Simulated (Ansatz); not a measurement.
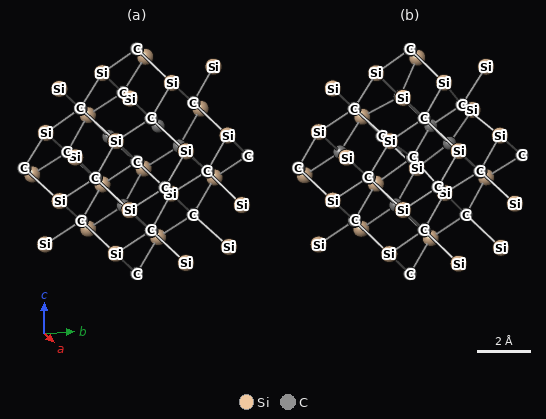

The structure of a defect cell of composition Si31C33 (cell charge −2) before (left) and after (right) a relaxation, at one scale.

The picture is a ball-and-stick view of the atoms within 5.0 Å of the atom that moves most (axes of the cell of the calculation (origin shifted)), seen slightly off an axis.

The atoms of the start lie slightly off their symmetric places, so part of the fall in energy undoes that.

Theory: DFT, PBEsol, PAW, plane waves (Ansatz). Settings: plane-wave cutoff 420 eV; k-point mesh 1 × 1 × 1; mesh shifted by (0.25, 0.25, 0.25); no spin polarisation; atoms relaxed in a fixed cell; force threshold 0.03 eV/Å; at most 80 steps.

Summarise the run.

The largest move is that of a C atom, 0.23 Å along [−1 1 1]. By element the largest moves are C 0.23 Å, Si 0.08 Å. The cell doesn't change. Among the contacts that change: C–C 1.895 → 1.659 Å, C–C 1.890 → 1.684 Å, C–C 1.859 → 1.659 Å, C–Si 1.822 → 1.924 Å. Bond angles that change, for instance: Si–C–Si 110.6° → 103.0°, C–Si–C 108.1° → 115.6°, Si–C–Si 109.9° → 103.0°. After 5 geometry steps the energy has fallen by 2.251 eV per cell of the calculation. Largest force component: 2.2 eV/Å at the start, 0.02 eV/Å at the end. The run took 20 s on 7 threads of Arm Neoverse-V2, peak memory 1.2 GiB.

Limits of the set-up: the cell is charged, on a uniform background, and energies carry no finite-size correction.
